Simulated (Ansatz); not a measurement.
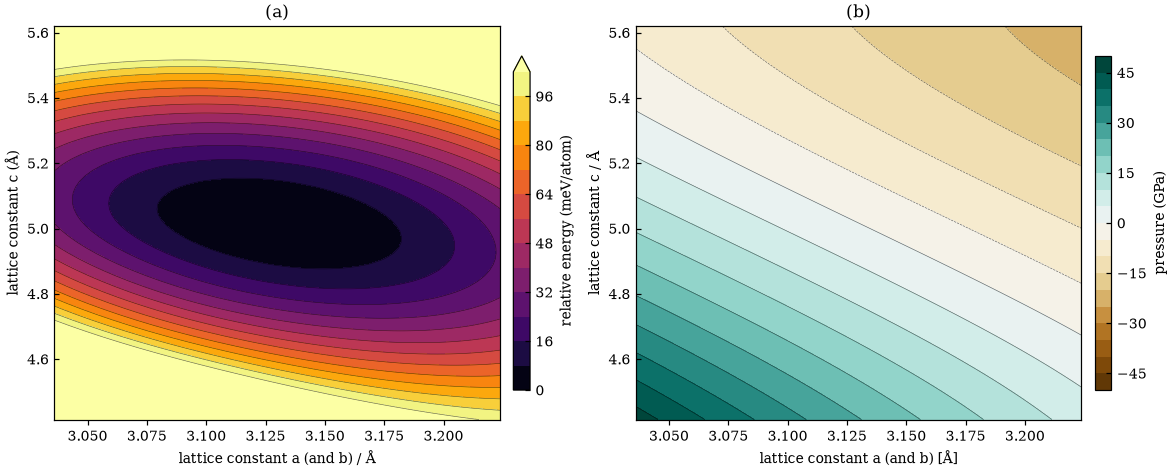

AlN (P6_3mc, No. 186; 4 atoms in the cell). The energy is mapped over the lattice constants a and c of the conventional cell. First axis: lattice constant a (and b). Second axis: lattice constant c. Relaxed at each point: the atoms inside the fixed cell. The grid has 7 × 7 points. Points are written as (first, second). All energies are given in meV/atom relative to the lowest grid point. Computed with DFT PBE, scalar-relativistic, plane waves, PAW in Ansatz. Settings: cutoff 520 eV, k-mesh 9×9×6 in the order of the run's cell vectors, gaussian smearing 0.05 eV, no spin polarisation.

Panel (a) is the energy and panel (b) the computed pressure on the same grid.

The picture shows filled contours, one colour for all values above the top of the scale. Between grid points the surface is interpolated.

> How does the pressure vary over the map, and what is it at the lowest grid point?

It runs from −22 GPa at (3.224 Å, 5.619 Å) to 47 GPa at (3.036 Å, 4.415 Å). At the lowest grid point, (3.130 Å, 5.017 Å), it is 0 GPa.

PAW datasets: the set soft_1.
